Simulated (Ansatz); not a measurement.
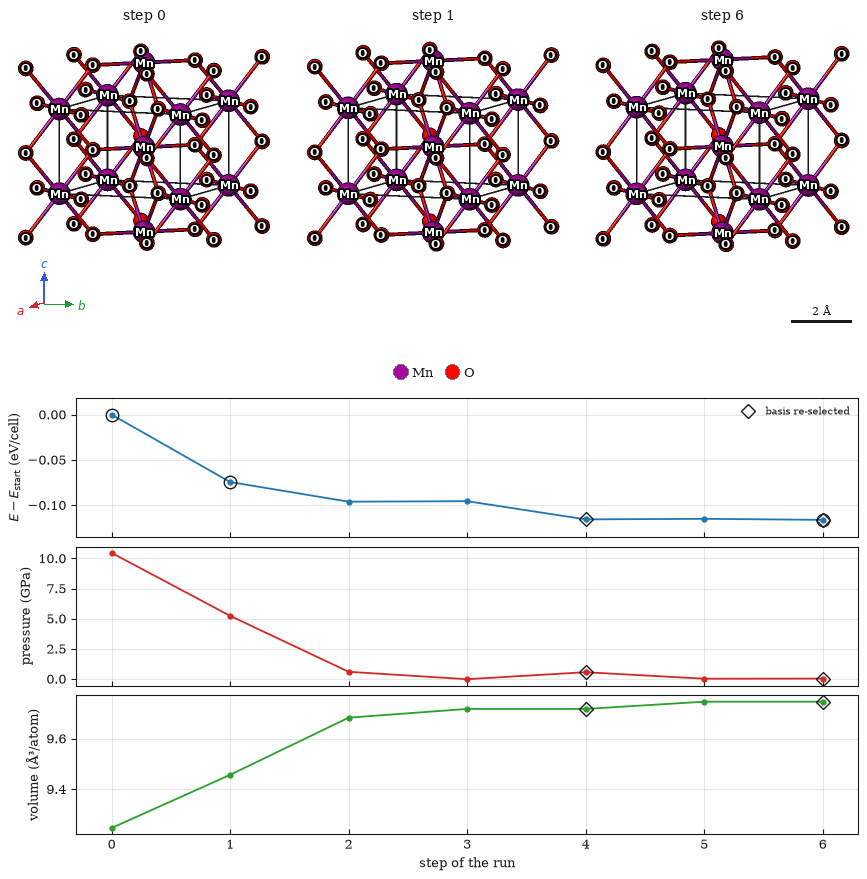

Frames of a relaxation of solid MnO₂ (set up in P4_2/mnm) (coarse preliminary run), marked on the history of the run. A ball-and-stick model of the cell of the calculation, seen slightly off an axis.

Computed with DFT PBE+U, scalar-relativistic, plane waves, PAW in Ansatz 0.2.0.

Input file:
```yaml
crystal:
  lattice:
    - [4.396, 0.0, 0.0]
    - [0.0, 4.396, 0.0]
    - [0.0, 0.0, 2.871]
  atoms:
    - { symbol: Mn, position: [0.0, 0.0, 0.0], spin: 2.91 }
    - { symbol: Mn, position: [0.5, 0.5, 0.5], spin: 2.91 }
    - { symbol: O, position: [0.302, 0.302, 0.0] }
    - { symbol: O, position: [0.198, 0.802, 0.5] }
    - { symbol: O, position: [0.698, 0.698, 0.0] }
    - { symbol: O, position: [0.802, 0.198, 0.5] }
basis:
  ecutwfc: 420
kpoints:
  mp_grid: { grid: [4, 4, 8] }
hamiltonian:
  xc: pbe
  hubbard: { sites: [{ species: Mn, l: d, u_eff: 3.9 }] }
scf:
  occupations: { method: gaussian, width: 0.1 }
output:
  forces: true
  stress: true
  eigenvalues: true
  populations: true
magnetization:
  spin_polarized: true
relax:
  adjacent_minimum: "off"
  f_tol: 0.05
  max_steps: 80
  cell: { stress_tol: 0.5 }
```

Command:
```bash
ansatz run input.yaml --threads 1 --pin off --max-ram 2560MiB --backend cpu --events-out ev --progress --plain --runs-dir out
```

Q: Describe the path.

A: The largest moves relative to the cell, 0.026 Å, are those of O3, O4, O5 and O6. O3 goes along [1 1 0]. Mn stays in place. The drawn cell changes as follows: a = b 4.396 → 4.458 Å (+1.4 %), c 2.871 → 2.943 Å (+2.5 %); the volume changes by +5.4 %. Some distances before and after: Mn1–O3 1.877 → 1.930 Å, Mn1–O4 1.891 → 1.913 Å. The space group stays P4_2/mnm (No. 136). Over 4 accepted moves (6 points after the start) the energy falls by 0.116 eV per cell of the calculation. Largest force component: 0.32 eV/Å at the start, 0.001 eV/Å at the end. Pressure: 10.46 GPa at the start and 0.03 GPa at the end. At 2 points the geometry stayed and the basis and grid were re-selected for the new cell (energy shift of 20.1 meV per cell of the calculation at most each time). From step 0 to 1: volume +2.3 %, energy −74.5 meV per cell of the calculation. From step 1 to 6: volume +3.1 %, energy −41.8 meV per cell of the calculation.

```csv
step,"E − E(0), meV/atom","largest force component, eV/Å","pressure, GPa","volume, Å³/atom",note
0,0.00,0.3202,10.46,9.247,
1,-12.41,0.1533,5.23,9.457,
2,-16.03,0.0290,0.59,9.683,
3,-15.94,0.0012,-0.02,9.717,
4,-19.28,0.0017,0.56,9.717,"same geometry, new basis"
5,-19.18,0.0011,0.02,9.746,
6,-19.37,0.0010,0.03,9.746,"same geometry, new basis"
```
